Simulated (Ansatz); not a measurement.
Structure of Ru:

```cif
data_structure
_symmetry_space_group_name_H-M 'Fd-3m:1'
_symmetry_Int_Tables_number 227
_cell_length_a 5.4557
_cell_length_b 5.4557
_cell_length_c 5.4557
_cell_angle_alpha 90.000
_cell_angle_beta 90.000
_cell_angle_gamma 90.000
_cell_volume 162.39
loop_
_atom_site_label
_atom_site_type_symbol
_atom_site_symmetry_multiplicity
_atom_site_Wyckoff_symbol
_atom_site_fract_x
_atom_site_fract_y
_atom_site_fract_z
_atom_site_occupancy
Ru1 Ru 8 b 0.25000 0.25000 0.75000 1
```

It is based on the input geometry of an electronic-structure calculation (not necessarily at equilibrium); the starting structure was generated, so it need not be a known form of this composition.

Predict the first 4 clear peaks of the X-ray G(r) with σ = 0.10 Å, and name the atom pairs.

Answer. 1. 2.36 Å: Ru–Ru at 2.36 Å
2. 3.86 Å: Ru–Ru at 3.86 Å
3. 4.52 Å: Ru–Ru at 4.52 Å
4. 5.46 Å: Ru–Ru at 5.46 Å

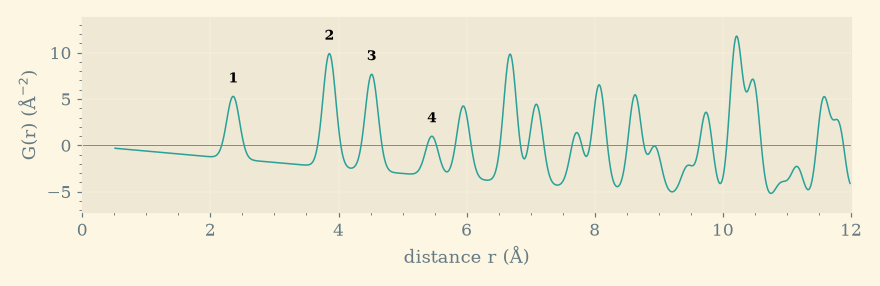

Simulated X-ray pair distribution function, G(r) = R(r)/r − 4πρ₀r, summed over the atomic distances of the structure with each pair weighted by the product of the atomic numbers (X-ray weights at Q = 0); every distance is a Gaussian of σ = 0.10 Å, damped by exp(−(Q_damp r)²/2) with Q_damp = 0.040 Å⁻¹. No termination ripples are included.
